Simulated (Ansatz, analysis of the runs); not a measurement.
# Transmission past a defect: W wire along [110], 4 atoms a period, Ag in place of one W, part 3 of 4

Wanted: the relaxed defect and the transmission past it, beside the channels of the perfect wire.

Ansatz 0.2.0; DFT PBE, plane waves, PAW; relaxation of a wire's period (the session's first sound run).

So far, conductance of the lead as this run defines it (G₀): step 3 (bands of the perfect wire) 3.00.

## (4) Relaxation of the scattering region (continued)

Level of this step: DFT PBE, plane waves, PAW; relaxation of a junction in a wire, ends held (Ansatz).

The steps of the relaxation:

| step | energy less that of the first step (eV) | largest force component (eV/Å) |
| --- | --- | --- |
| 1 | 0.0000 | 4.4980 |
| 2 | -1.0366 | 1.4605 |
| 3 | -1.3974 | 0.5332 |
| 4 | -1.5444 | 0.3520 |
| 5 | -1.6744 | 0.1587 |
| 6 | -1.8002 | 0.1940 |
| 7 | -1.8143 | 0.5221 |
| 8 | -1.7593 | 1.2103 |
| 9 | -1.8570 | 0.2250 |
| 10 | -1.8656 | 0.0905 |
| 11 | -1.8663 | 0.1522 |
| 12 | -1.8715 | 0.0526 |
| 13 | -1.8715 | 0.0526 |

Relaxation step 8 was tried and not accepted.

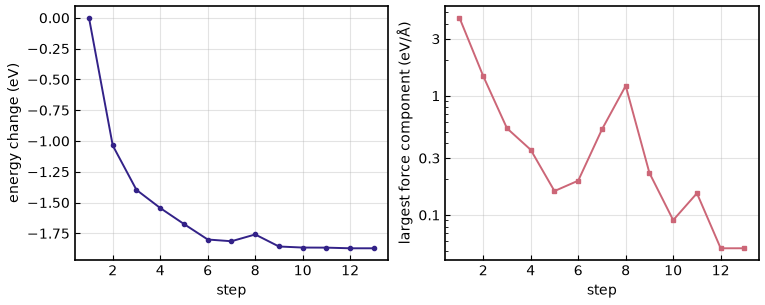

Energy and largest force along the relaxation.

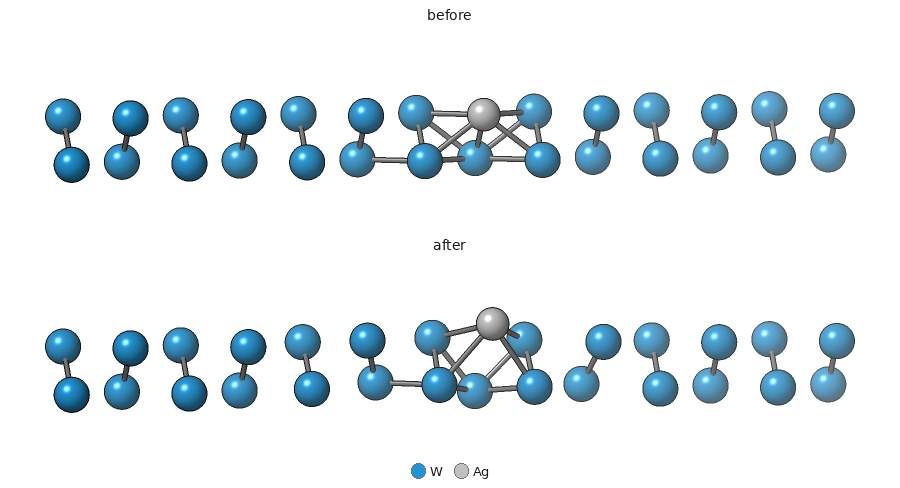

Before and after, at one scale.

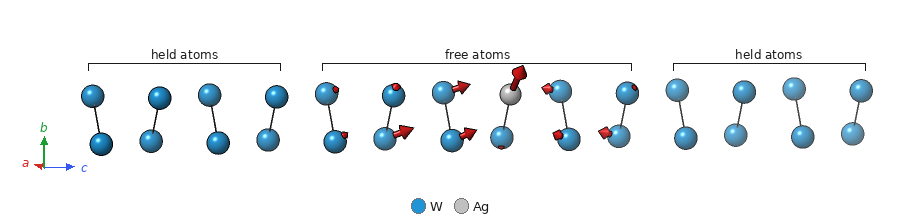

Displacements in the relaxation, exaggerated; the longest in the cell stands for 1.13 Å.

The atoms that moved most (Å):

| atom | dx | dy | dz | length |
| --- | --- | --- | --- | --- |
| Ag15 | -0.797 | 0.778 | 0.168 | 1.127 |
| W12 | -0.261 | 0.252 | 0.605 | 0.706 |
| W14 | -0.198 | 0.184 | 0.545 | 0.608 |
| W13 | -0.237 | 0.230 | 0.484 | 0.586 |
| W20 | -0.140 | 0.115 | -0.439 | 0.474 |
| W18 | -0.115 | 0.079 | -0.370 | 0.395 |
| W17 | -0.141 | 0.121 | -0.317 | 0.367 |
| W11 | -0.174 | 0.195 | 0.021 | 0.262 |

The relaxed structure:

```cif
data_structure
_symmetry_space_group_name_H-M 'P 1'
_symmetry_Int_Tables_number 1
_cell_length_a 8.3850
_cell_length_b 9.0420
_cell_length_c 29.7893
_cell_angle_alpha 90.000
_cell_angle_beta 90.000
_cell_angle_gamma 90.000
_cell_volume 2258.54
loop_
_atom_site_label
_atom_site_type_symbol
_atom_site_fract_x
_atom_site_fract_y
_atom_site_fract_z
_atom_site_occupancy
W1 W 0.40301 0.40990 0.00000 1
W2 W 0.59699 0.59005 0.00000 1
W3 W 0.40301 0.59005 0.07143 1
W4 W 0.59699 0.40990 0.07143 1
W5 W 0.40301 0.40990 0.14286 1
W6 W 0.59699 0.59005 0.14286 1
W7 W 0.40301 0.59005 0.21429 1
W8 W 0.59699 0.40990 0.21429 1
W9 W 0.39461 0.42339 0.29102 1
W10 W 0.58423 0.59806 0.29016 1
W11 W 0.38232 0.61161 0.35786 1
W12 W 0.56584 0.43775 0.37746 1
W13 W 0.37478 0.43532 0.44482 1
W14 W 0.57338 0.61042 0.44687 1
Ag15 Ag 0.30793 0.67609 0.50566 1
W16 W 0.60121 0.39821 0.50002 1
W17 W 0.38615 0.42324 0.56079 1
W18 W 0.58332 0.59876 0.55901 1
W19 W 0.39570 0.59656 0.64487 1
W20 W 0.58027 0.42258 0.62814 1
W21 W 0.40301 0.40990 0.71429 1
W22 W 0.59699 0.59005 0.71429 1
W23 W 0.40301 0.59005 0.78571 1
W24 W 0.59699 0.40990 0.78571 1
W25 W 0.40301 0.40990 0.85714 1
W26 W 0.59699 0.59005 0.85714 1
W27 W 0.40301 0.59005 0.92857 1
W28 W 0.59699 0.40990 0.92857 1
```

This step gave:

| Property | Result |
| --- | --- |
| energy at zero smearing | -287895.1381 eV |

The largest force component on a free atom ends at 0.053 eV/Å, under the limit of 0.06. Ag ends nearest to W at 2.89 Å, W at 2.89 Å, W at 2.89 Å, W at 2.89 Å and W at 3.52 Å. 4 atoms of the wire itself, hydrogen apart, moved by over 0.45 Å, up to 0.71 Å.

## (5) Transmission

This step: DFT PBE, plane waves, PAW; transmission of a junction in a wire (Ansatz 0.2.0).

The cell is now read as a scatterer between two semi-infinite leads, named by two sites one period apart. The scattering states in its self-consistent potential are matched to the leads' states at each energy. One point across is taken, as for a wire in vacuum.

The input, input.yaml:

```yaml
crystal:
  lattice:
    - [8.385, 0.0, 0.0]
    - [0.0, 9.042, 0.0]
    - [0.0, 0.0, 29.7892562462]
  atoms:
    - { symbol: W, position: [0.403010829, 0.409897292, 0.0] }
    - { symbol: W, position: [0.596989171, 0.590050562, 0.0] }
    - { symbol: W, position: [0.403010829, 0.590050562, 0.071428571] }
    - { symbol: W, position: [0.596989171, 0.409897292, 0.071428571] }
    - { symbol: W, position: [0.403010829, 0.409897292, 0.142857143] }
    - { symbol: W, position: [0.596989171, 0.590050562, 0.142857143] }
    - { symbol: W, position: [0.403010829, 0.590050562, 0.214285714] }
    - { symbol: W, position: [0.596989171, 0.409897292, 0.214285714] }
    - { symbol: W, position: [0.3946085707, 0.4233870696, 0.2910249545] }
    - { symbol: W, position: [0.5842330759, 0.5980582031, 0.2901597229] }
    - { symbol: W, position: [0.3823177159, 0.6116096818, 0.3578552256] }
    - { symbol: W, position: [0.5658366229, 0.4377495703, 0.3774568513] }
    - { symbol: W, position: [0.3747812001, 0.4353184366, 0.4448186377] }
    - { symbol: W, position: [0.5733772073, 0.6104165124, 0.4468655269] }
    - { symbol: Ag, position: [0.3079314556, 0.6760863182, 0.5056551939] }
    - { symbol: W, position: [0.6012114681, 0.3982092417, 0.50001996] }
    - { symbol: W, position: [0.3861504494, 0.4232362093, 0.5607942457] }
    - { symbol: W, position: [0.5833169981, 0.5987619566, 0.5590054834] }
    - { symbol: W, position: [0.3956998359, 0.5965614185, 0.6448660796] }
    - { symbol: W, position: [0.5802692888, 0.4225792704, 0.6281366571] }
    - { symbol: W, position: [0.403010829, 0.409897292, 0.714285714] }
    - { symbol: W, position: [0.596989171, 0.590050562, 0.714285714] }
    - { symbol: W, position: [0.403010829, 0.590050562, 0.785714286] }
    - { symbol: W, position: [0.596989171, 0.409897292, 0.785714286] }
    - { symbol: W, position: [0.403010829, 0.409897292, 0.857142857] }
    - { symbol: W, position: [0.596989171, 0.590050562, 0.857142857] }
    - { symbol: W, position: [0.403010829, 0.590050562, 0.928571429] }
    - { symbol: W, position: [0.596989171, 0.409897292, 0.928571429] }
kpoints:
  mp_grid: { grid: [1, 1, 3] }
scf:
  occupations: { method: fermi_dirac, width: 0.05 }
hamiltonian:
  xc: pbe
output:
  transmission:
    e_range: [-1.26, 1.26]
    de: 0.035
    kmesh: [1, 1]
    reduced_basis: true
    leads: [[24, 0]]
  dos: { projected: true, e_range: [-4, 3] }
  write_potential: true
  write_density: true
  volumetric_format: npy
  elf: true
basis:
  ecutwfc: "350 eV"
```

On the command line:

```console
$ ansatz run input.yaml --threads 4 --pin off --max-ram 16384MiB --backend cpu --events-out ev --progress --plain --runs-dir out
```

Numbers of over 12 decimals in the logs are rounded to 6 here.

Log:

```text
[...]
Crystal: 28 atoms, lattice volume = 2258.537 Å³
Basis set: ecut = 350 eV, 33581 PW (Γ)
Bands: 239, of which v1, the nominal top of the filled ones, is band 199 counted from 1 (198 counted from 0)
Symmetry: 1 space group operations
[...]
k-points: 2 of 3 (time reversal used)
[...]
SCF iter   1: F=—  HF=-287895.306712 eV  |F-HF|=—  |Δ(HF+E_count)|=         —  Δρ=7.95e-3  dr2=4.85e0  ethr=1.77e-3  ⟨swp⟩=8.0  Hψ=1903  notcnv=0
[...]
SCF iter  12: F=-287895.257194 eV  HF=-287895.257195 eV  |F-HF|=1.01e-8  |Δ(HF+E_count)|=   3.58e-8  Δρ=1.06e-6  dr2=5.67e-8  ethr=2.52e-11  ⟨swp⟩=19.0  Hψ=1377  notcnv=0
SCF 1 converged in 12 iterations: F = -287895.257194 eV  dr2 = 5.67e-8
[...]
transmission: 34 of 204 steps passed
transmission: 68 of 204 steps passed
[...]
transmission: 204 of 204 steps passed
WARN: The output density's exchange-correlation potential varies sharply where the density is thin. Do not read a vacuum level from v_tot or v_xc, or from such a field of the output density. On a cell that repeats whose density bears no net charge and no dipole along the vacuum's axis use v_es (v_loc + v_h of the components); under efield.dipole_correction with no amplitude use v_es + v_field, which holds any externa [...]
SCF converged after 12 iterations
Free energy (F): -287895.257194 eV
[...]
Internal energy: -287895.029932 eV  (E = F + TS)
E sigma→0 (E₀):  -287895.143563 eV
Entropy (-TS):   -0.227263 eV (-8.117 meV/atom)
Fermi energy:    1.753716 eV
[...]
--- Band table (eV) ---
  k-point 0: bands = [... 195 lower, 1.3963, 1.5525, 1.7079, 1.7657, 1.8562, 1.9329, 1.9432, 1.9975, ... 36 higher]
  k-point 1: bands = [... 195 lower, 1.5208, 1.5592, 1.7005, 1.7410, 1.8113, 1.9256, 1.9590, 1.9847, ... 36 higher]
--- Transmission ---
  basis      : 551 plane waves across, 34 finite elements along
  points     : 1, standing for a mesh of 1 x 1
[...]
crystal 0  : W4, at the sites [24, 0], period 4.2556 Å, over 17.02 Å; its Hamiltonian steps by up to 36.0 meV: too much for a lead, lay more layers or, if its atoms are ordered, name the step of that order
[...]
filled         : 1.4 meV under the level at which it is neutral
    channels       : 3.000000e0 a spin
[...]
junction   : crystal 0 to crystal 0, 0.37 to 25.90 Å
    transmission   : 3.575550e-1 a spin
    error estimate : 1.481942e-4 a spin from the reduction of the transverse basis, at the most 2.839514e-2 at 0.210000 eV
    conductance    : 3.7398e13 S/m² at 300 K (3.7531e13 on every other energy)
    error estimate : 0.4 % from the energy spacing and 0.1 % from band edges of the leads and from resonances (wavevectors taken as independent; lower de), 0.1 % from the reduction of the transverse basis, 7.4 % from the steps of its leads' Hamiltonians or their offsets (lay more layers), 0.1 % from the distance to neutral
    resistance     : 2.3477e-2 Ω µm² beyond half of each lead's own
```

Run time: 2.9 min. Hardware: 4 threads of Arm Neoverse V1, shared host; peak memory 3.4 GiB.

This step gave:

* energy at zero smearing: -287895.1436 eV
* transmission at the energy nearest the Fermi level, one spin: 0.3576
* step of the lead's Hamiltonian: 36 meV
* conductance of the junction: 0.3659 G₀

Transmission, one spin against energy, zero at the Fermi level:

| energy (eV) | transmission, one spin |
| --- | --- |
| -1.190 | 1.99 |
| -1.085 | 0.950 |
| -1.050 | 1.14 |
| -1.015 | 1.07 |
| -0.910 | 0.945 |
| -0.805 | 0.989 |
| -0.700 | 1.06 |
| -0.595 | 1.20 |
| -0.490 | 1.54 |
| -0.385 | 1.97 |
| -0.315 | 1.72 |
| -0.210 | 0.563 |
| -0.105 | 0.436 |
| 0.000 | 0.358 |
| 0.105 | 0.362 |
| 0.210 | 0.998 |
| 0.315 | 0.620 |
| 0.385 | 1.15 |
| 0.490 | 1.87 |
| 0.595 | 1.54 |
| 0.700 | 1.25 |
| 0.805 | 0.824 |
| 0.910 | 1.56 |
| 0.945 | 1.72 |
| 1.015 | 1.49 |
| 1.085 | 1.22 |
| 1.190 | 0.650 |

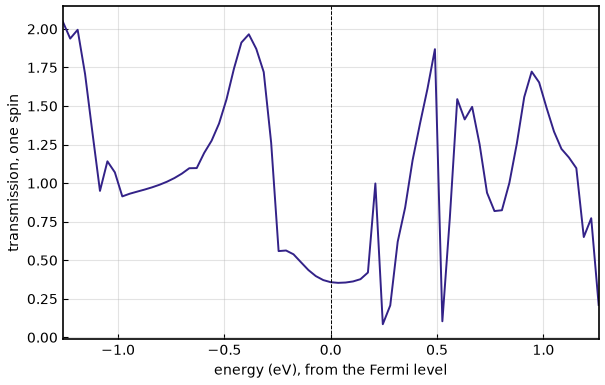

Transmission, one spin against energy.

The open channels of the lead, one spin by energy, zero at the Fermi level:

| energy (eV) | open channels of the lead, one spin |
| --- | --- |
| -1.190 | 5 |
| -1.015 | 6 |
| -0.805 | 4 |
| -0.595 | 4 |
| -0.385 | 4 |
| -0.210 | 3 |
| 0.000 | 3 |
| 0.210 | 3 |
| 0.385 | 4 |
| 0.595 | 2 |
| 0.805 | 3 |
| 1.015 | 3 |
| 1.190 | 2 |

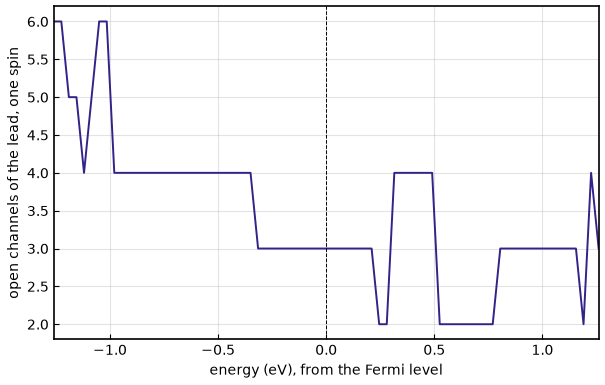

Open channels of the lead, one spin, plotted against energy.

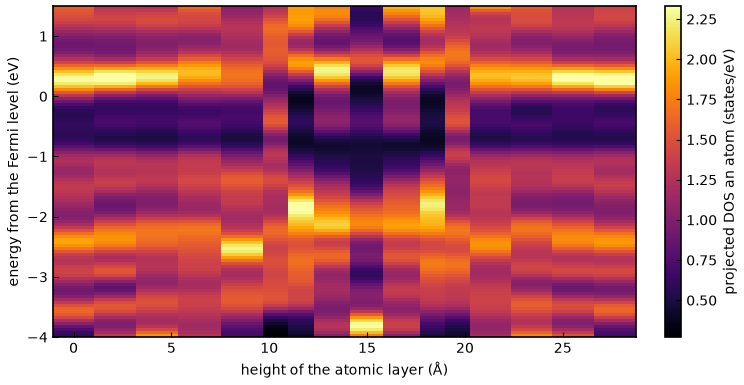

Projected DOS an atom over height of the atomic layer and energy from the Fermi level. Layers: W2 W2 W2 W2 W2 W W W2 AgW W2 W W W2 W2 W2 W2 (hydrogen named only where alone); broadened by a Gaussian of 0.15 eV, since few k-points sample the long cell.

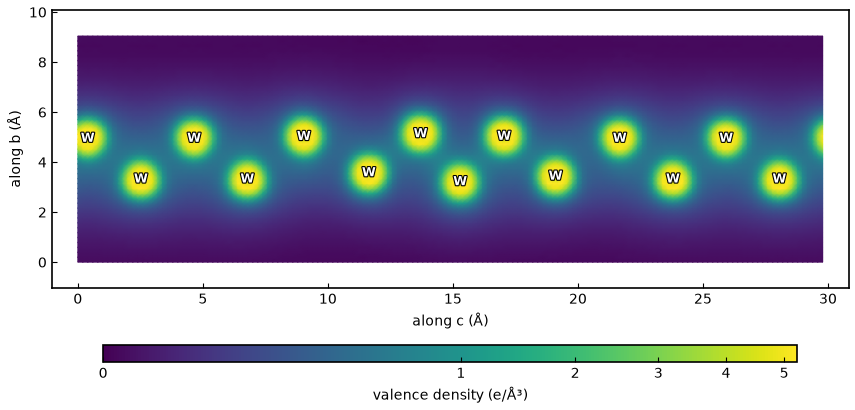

Valence density in the cb plane at fractional x = 0.580, with atoms of W within 0.2 Å of it. It is the smooth field of the valence electrons, not physical close to the nuclei. The colour scale is stretched toward low values.

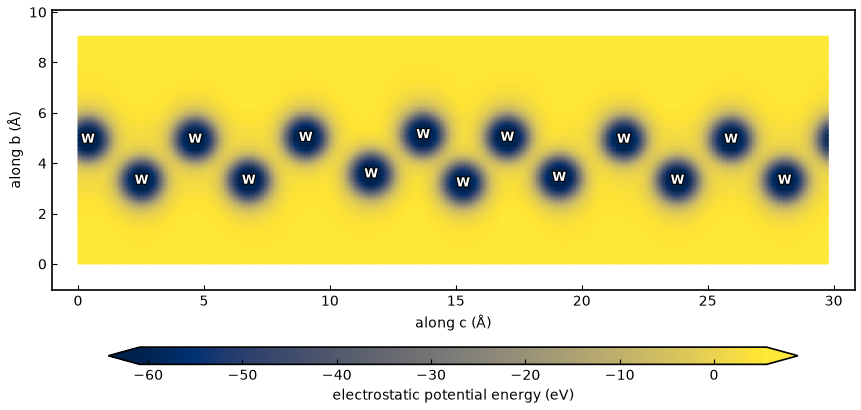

Electrostatic potential energy in the cb plane at fractional x = 0.580, with atoms of W within 0.2 Å of it. With pseudopotentials it is smooth inside the atoms' cores, unlike the true potential.

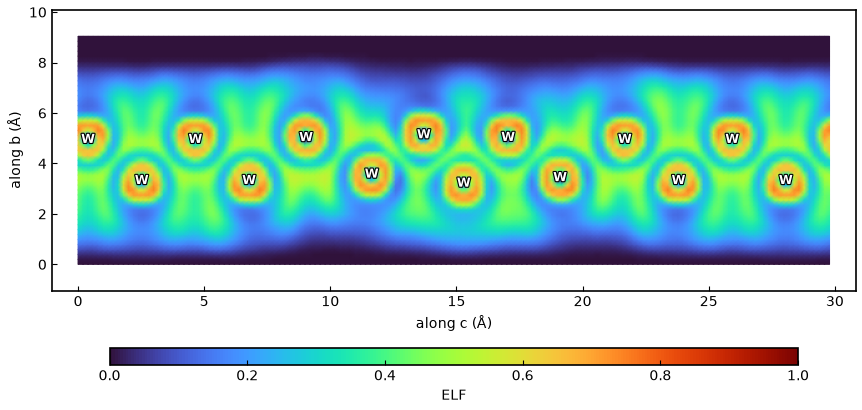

ELF in the cb plane at fractional x = 0.580, with atoms of W within 0.2 Å of it. It is the smooth field of the valence electrons, not physical close to the nuclei.

By hand: the program gives 3.7398 × 10^13 S/m² over the cell's cross-section of 75.82 Å² = 7.582 × 10^-19 m², so one cell conducts 2.835 × 10^-5 S. Divided by G0 = 2e²/h = 7.748 × 10^-5 S this is 0.366 G0, a resistance of 35.3 kΩ.

The conductance is 0.366 G₀, with 3 channels a spin open in the lead. The lead's Hamiltonian steps by 36.0 meV, which the program calls too much for a lead. The largest term of the program's error estimate is 7 %.

## (6) Landauer integrals

This step: Landauer integrals over the computed T(E), interpolated linearly between its energies (analysis of the runs above).

Conductance and thermopower are moments of T(E) over the thermal window; sliding the window along E stands for a gate that leaves T(E) rigid.

This step gave:

```
conductance at 300 K, interpolated from T(E) : 0.3669 G₀
thermopower at 300 K                         : 5.973 μV/K
Lorenz number over L0                        : 1.079
```

(Part 3 of 4 ends here.)

[Logs are printed without paths, hosts, clocks, repeated set-up lines and the standing remarks that a program may print on its own settings, such as how far it seeks lower states.]

[Hosts, paths, dates, database ids (printed as entryN), source tags and the programs' standing remarks are cut or masked in the printed files.]
